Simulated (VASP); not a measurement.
## CoSi$_{2}$: geometry relaxation (part 2 of 2)

The same run, continued: CoSi$_{2}$ (Fm-3m, 3 atoms in the cell); Kohn-Sham DFT of a periodic cell, PBE with D3(BJ), VASP PAW PBE potentials, recommended, no spin polarisation (VASP 6.6.1); cutoff 600 eV, 16×16×16 k-mesh, Gaussian smearing of 0.1 eV. The structure derives from a Materials Project entry. It belongs to a series of runs on one base structure; here: structure from a database (Fm-3m, No. 225).

Geometry of the input (Å; fractional positions):
```
0.0000  2.6564  2.6564
2.6564  0.0000  2.6564
2.6564  2.6564  0.0000
Co 0.0000  0.0000  0.0000
Si 0.7500  0.7500  0.7500
Si 0.2500  0.2500  0.2500
```

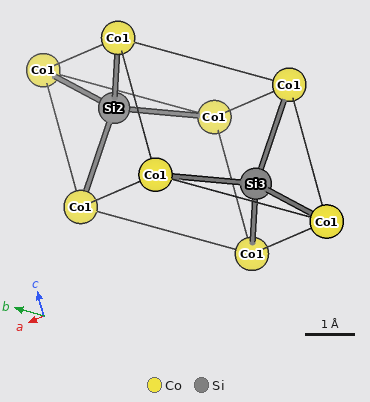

Fig. 1: The geometry at step 2 of the log (ball-and-stick view of the cell of the calculation, seen at an oblique angle; atoms are numbered from 1 in the order of the input).

**Parts of OUTCAR, continued**
```
   IVDW    =    12    specifies the selected vdW correction
   LEPSILON=     F    determine dielectric tensor
   LRPA    =     F    only Hartree local field effects (RPA)
 conjugate gradient relaxation of ions
 non-spin polarized calculation
 RMM-DIIS sequential band-by-band and
 Gauss-broadening in eV      SIGMA  =   0.10
  energy-cutoff  :      600.00
  volume of cell :       37.49
 maximum number of plane-waves:      1283
   NGX = 15   NGY = 15   NGZ = 15

--------------------------------------- Ionic step        1  -------------------------------------------

 number of electron      17.0000001 magnetization

 Free energy of the ion-electron system (eV)
  ---------------------------------------------------
  ext. energy  EPLUGINS =         0.00000000
  ---------------------------------------------------
  free energy    TOTEN  =       -19.28238870 eV

  energy without entropy =      -19.27723345  energy(sigma->0) =      -19.27981107

------------------------ aborting loop because EDIFF is reached ----------------------------------------

 Edisp (eV)   -1.36002

 E8    (eV) :    -0.5726

  FORCE on cell =-STRESS in cart. coord.  units (eV):
  Direction    XX          YY          ZZ          XY          YZ          ZX
  --------------------------------------------------------------------------------------
  -------------------------------------------------------------------------------------
  Total      -0.42747    -0.42747    -0.42747    -0.00000     0.00000    -0.00000
  in kB     -18.26818   -18.26818   -18.26818    -0.00000     0.00000    -0.00000
  external pressure =      -18.27 kB  Pullay stress =        0.00 kB

 VOLUME and BASIS-vectors are now :
 -----------------------------------------------------------------------------
  energy-cutoff  :      600.00
  volume of cell :       37.49
      direct lattice vectors                 reciprocal lattice vectors
     0.000000000  2.656419750  2.656419750    -0.188223266  0.188223266  0.188223266
     2.656419750  0.000000000  2.656419750     0.188223266 -0.188223266  0.188223266
     2.656419750  2.656419750  0.000000000     0.188223266  0.188223266 -0.188223266

 POSITION                                       TOTAL-FORCE (eV/Angst)
 -----------------------------------------------------------------------------------
      0.00000      0.00000      0.00000         0.000000      0.000000      0.000000
      3.98463      3.98463      3.98463        -0.000000     -0.000000      0.000000
      1.32821      1.32821      1.32821        -0.000000     -0.000000     -0.000000
 -----------------------------------------------------------------------------------
    total drift:                                0.000000     -0.000000     -0.000000

  FREE ENERGIE OF THE ION-ELECTRON SYSTEM (eV)
  ---------------------------------------------------
  free  energy   TOTEN  =       -20.6424136299 eV

  energy  without entropy=      -20.6372583892  energy(sigma->0) =      -20.63983601

--------------------------------------- Ionic step        2  -------------------------------------------

 number of electron      16.9999996 magnetization

------------------------ aborting loop because EDIFF is reached ----------------------------------------

 Edisp (eV)   -1.38930

 E8    (eV) :    -0.5850

  FORCE on cell =-STRESS in cart. coord.  units (eV):
  Direction    XX          YY          ZZ          XY          YZ          ZX
  --------------------------------------------------------------------------------------
  -------------------------------------------------------------------------------------
  Total       0.68790     0.68790     0.68790     0.00000    -0.00000     0.00000
  in kB      30.01241    30.01241    30.01241     0.00000    -0.00000     0.00000
  external pressure =       30.01 kB  Pullay stress =        0.00 kB

 VOLUME and BASIS-vectors are now :
 -----------------------------------------------------------------------------
  energy-cutoff  :      600.00
  volume of cell :       36.72
      direct lattice vectors                 reciprocal lattice vectors
     0.000000000  2.638159301  2.638159301    -0.189526084  0.189526084  0.189526084
     2.638159301  0.000000000  2.638159301     0.189526084 -0.189526084  0.189526084
     2.638159301  2.638159301 -0.000000000     0.189526084  0.189526084 -0.189526084

 POSITION                                       TOTAL-FORCE (eV/Angst)
 -----------------------------------------------------------------------------------
      0.00000      0.00000      0.00000        -0.000000      0.000000      0.000000
      3.95724      3.95724      3.95724         0.000000      0.000000      0.000000
      1.31908      1.31908      1.31908        -0.000000     -0.000000     -0.000000
 -----------------------------------------------------------------------------------
    total drift:                                0.000000     -0.000000     -0.000000

  FREE ENERGIE OF THE ION-ELECTRON SYSTEM (eV)
  ---------------------------------------------------
  free  energy   TOTEN  =       -20.6383384249 eV

  energy  without entropy=      -20.6332543319  energy(sigma->0) =      -20.63579638

--------------------------------------- Ionic step        3  -------------------------------------------

 number of electron      16.9999999 magnetization

------------------------ aborting loop because EDIFF is reached ----------------------------------------

 Edisp (eV)   -1.36891

 E8    (eV) :    -0.5764

  FORCE on cell =-STRESS in cart. coord.  units (eV):
  Direction    XX          YY          ZZ          XY          YZ          ZX
  --------------------------------------------------------------------------------------
  -------------------------------------------------------------------------------------
  Total       0.06012     0.06012     0.06012     0.00000     0.00000    -0.00000
  in kB       2.58539     2.58539     2.58539     0.00000     0.00000    -0.00000
  external pressure =        2.59 kB  Pullay stress =        0.00 kB

 VOLUME and BASIS-vectors are now :
 -----------------------------------------------------------------------------
  energy-cutoff  :      600.00
  volume of cell :       37.25
      direct lattice vectors                 reciprocal lattice vectors
     0.000000000  2.650827898  2.650827898    -0.188620318  0.188620318  0.188620318
     2.650827898  0.000000000  2.650827898     0.188620318 -0.188620318  0.188620318
     2.650827898  2.650827898 -0.000000000     0.188620318  0.188620318 -0.188620318

 POSITION                                       TOTAL-FORCE (eV/Angst)
 -----------------------------------------------------------------------------------
      0.00000      0.00000      0.00000        -0.000000     -0.000000     -0.000000
      3.97624      3.97624      3.97624        -0.000000     -0.000000     -0.000000
      1.32541      1.32541      1.32541         0.000000      0.000000      0.000000
 -----------------------------------------------------------------------------------
    total drift:                                0.000000     -0.000000     -0.000000

  FREE ENERGIE OF THE ION-ELECTRON SYSTEM (eV)
  ---------------------------------------------------
  free  energy   TOTEN  =       -20.6432375633 eV

  energy  without entropy=      -20.6381058060  energy(sigma->0) =      -20.64067168

--------------------------------------- Ionic step        4  -------------------------------------------

 number of electron      16.9999999 magnetization

 Free energy of the ion-electron system (eV)
  ---------------------------------------------------
  ext. energy  EPLUGINS =         0.00000000
  ---------------------------------------------------
  free energy    TOTEN  =       -19.27542275 eV

  energy without entropy =      -19.27028781  energy(sigma->0) =      -19.27285528

 E-fermi :  10.4806     XC(G=0): -11.8842     alpha+bet :-18.0251

 val. band max:       10.4784368583   @ k =   0.3750   0.2500   0.0625
 cond. band min:      10.4806726146   @ k =  -0.1250   0.1250   0.0000
 fundamental gap:      0.0022357562
 Fermi energy:        10.4806148850

 k-point     1 :       0.0000    0.0000    0.0000
  band No.  band energies     occupation
      1      -2.8579      2.00000
      2       6.2874      2.00000
      3       6.2874      2.00000
      4       6.2874      2.00000
      5       8.4932      2.00000
      6       8.4932      2.00000
      7      11.5554      0.00000
      8      13.9572      0.00000
      9      13.9572      0.00000
     10      13.9572      0.00000
     11      14.0285      0.00000
     12      14.0285      0.00000

 k-point     2 :       0.0625    0.0000    0.0000
  band No.  band energies     occupation
      1      -2.7972      2.00000
      2       6.1432      2.00000
      3       6.3093      2.00000
      4       6.3093      2.00000
      5       8.4742      2.00000
      6       8.4742      2.00000
      7      11.5962      0.00000
      8      12.8694      0.00000
      9      13.4156      0.00000
     10      13.4156      0.00000
     11      14.5994      0.00000
     12      14.5994      0.00000

 k-point     3 :       0.1250    0.0000    0.0000
  band No.  band energies     occupation
      1      -2.6156      2.00000
      2       5.7384      2.00000
      3       6.3720      2.00000
      4       6.3720      2.00000
      5       8.4258      2.00000
      6       8.4258      2.00000
      7      11.2621      0.00000
      8      12.3712      0.00000
      9      12.8591      0.00000
     10      12.8591      0.00000
     11      15.0534      0.00000
     12      15.0534      0.00000

 k-point     4 :       0.1875    0.0000    0.0000
  band No.  band energies     occupation
      1      -2.3151      2.00000
      2       5.1298      2.00000
      3       6.4655      2.00000
      4       6.4655      2.00000
      5       8.3725      2.00000
      6       8.3725      2.00000
      7      10.3968      1.76400
      8      12.2963      0.00000
      9      12.2963      0.00000
     10      12.6330      0.00000
     11      14.8372      0.00000
     12      14.8372      0.00000

 k-point     5 :       0.2500    0.0000    0.0000
  band No.  band energies     occupation
      1      -1.8994      2.00000
      2       4.3722      2.00000
      3       6.5723      2.00000
      4       6.5723      2.00000
      5       8.3491      2.00000
      6       8.3491      2.00000
      7       9.6073      2.00000
      8      11.7200      0.00000
      9      11.7200      0.00000
     10      12.9782      0.00000
     11      14.5096      0.00000
     12      14.5096      0.00000

 [... the levels of 18 k-points are left out ...]

 k-point    24 :      -0.0625    0.0625    0.0000
  band No.  band energies     occupation
      1      -2.6962      2.00000
      2       5.9459      2.00000
      3       6.2882      2.00000
      4       6.3716      2.00000
      5       8.3965      2.00000
      6       8.4911      2.00000
      7      11.5855      0.00000
      8      12.2212      0.00000
      9      12.7658      0.00000
     10      13.8674      0.00000
     11      14.0585      0.00000
     12      15.4556      0.00000

 [... further k-points ...]

------------------------ aborting loop because EDIFF is reached ----------------------------------------

 Edisp (eV)   -1.36781

 E8    (eV) :    -0.5759

  FORCE on cell =-STRESS in cart. coord.  units (eV):
  Direction    XX          YY          ZZ          XY          YZ          ZX
  --------------------------------------------------------------------------------------
  -------------------------------------------------------------------------------------
  Total      -0.00868    -0.00868    -0.00868    -0.00000    -0.00000     0.00000
  in kB      -0.37304    -0.37304    -0.37304    -0.00000    -0.00000     0.00000
  external pressure =       -0.37 kB  Pullay stress =        0.00 kB

 VOLUME and BASIS-vectors are now :
 -----------------------------------------------------------------------------
  energy-cutoff  :      600.00
  volume of cell :       37.28
      direct lattice vectors                 reciprocal lattice vectors
     0.000000000  2.651517335  2.651517335    -0.188571273  0.188571273  0.188571273
     2.651517335  0.000000000  2.651517335     0.188571273 -0.188571273  0.188571273
     2.651517335  2.651517335 -0.000000000     0.188571273  0.188571273 -0.188571273

 POSITION                                       TOTAL-FORCE (eV/Angst)
 -----------------------------------------------------------------------------------
      0.00000      0.00000      0.00000        -0.000000     -0.000000      0.000000
      3.97728      3.97728      3.97728         0.000000      0.000000      0.000000
      1.32576      1.32576      1.32576        -0.000000     -0.000000     -0.000000
 -----------------------------------------------------------------------------------
    total drift:                                0.000000     -0.000000     -0.000000

  FREE ENERGIE OF THE ION-ELECTRON SYSTEM (eV)
  ---------------------------------------------------
  free  energy   TOTEN  =       -20.6432326320 eV

  energy  without entropy=      -20.6380976861  energy(sigma->0) =      -20.64066516

 reached required accuracy - stopping structural energy minimisation
```

**CONTCAR**
```
CoSi2
   1.00000000000000
     0.0000000000000000    2.6515173354265213    2.6515173354265213
     2.6515173354265213    0.0000000000000000    2.6515173354265213
     2.6515173354265213    2.6515173354265213   -0.0000000000000000
  Co              Si
     1     2
Direct
     0.0000000000000000    0.0000000000000000    0.0000000000000000
     0.7500000000000000    0.7500000000000000    0.7500000000000000
     0.2500000000000000    0.2500000000000000    0.2500000000000000

  0.00000000E+00  0.00000000E+00  0.00000000E+00
  0.00000000E+00  0.00000000E+00  0.00000000E+00
  0.00000000E+00  0.00000000E+00  0.00000000E+00
```

**Trajectory as extended XYZ (Å, eV, eV/Å), 4 frames, from step=0 to step=3**
```
3
Lattice="0.0000 2.6564 2.6564 2.6564 0.0000 2.6564 2.6564 2.6564 0.0000" Properties=species:S:1:pos:R:3:forces:R:3 step=0 energy=-20.64241
Co    0.0000    0.0000    0.0000    0.0000   0.0000   0.0000
Si    3.9846    3.9846    3.9846    0.0000   0.0000   0.0000
Si    1.3282    1.3282    1.3282    0.0000   0.0000   0.0000
3
Lattice="0.0000 2.6382 2.6382 2.6382 0.0000 2.6382 2.6382 2.6382 -0.0000" Properties=species:S:1:pos:R:3:forces:R:3 step=1 energy=-20.63834
Co    0.0000    0.0000    0.0000    0.0000   0.0000   0.0000
Si    3.9572    3.9572    3.9572    0.0000   0.0000   0.0000
Si    1.3191    1.3191    1.3191    0.0000   0.0000   0.0000
3
Lattice="0.0000 2.6508 2.6508 2.6508 0.0000 2.6508 2.6508 2.6508 -0.0000" Properties=species:S:1:pos:R:3:forces:R:3 step=2 energy=-20.64324
Co    0.0000    0.0000    0.0000    0.0000   0.0000   0.0000
Si    3.9762    3.9762    3.9762    0.0000   0.0000   0.0000
Si    1.3254    1.3254    1.3254    0.0000   0.0000   0.0000
3
Lattice="0.0000 2.6515 2.6515 2.6515 0.0000 2.6515 2.6515 2.6515 -0.0000" Properties=species:S:1:pos:R:3:forces:R:3 step=3 energy=-20.64323
Co    0.0000    0.0000    0.0000    0.0000   0.0000   0.0000
Si    3.9773    3.9773    3.9773    0.0000   0.0000   0.0000
Si    1.3258    1.3258    1.3258    0.0000   0.0000   0.0000
```
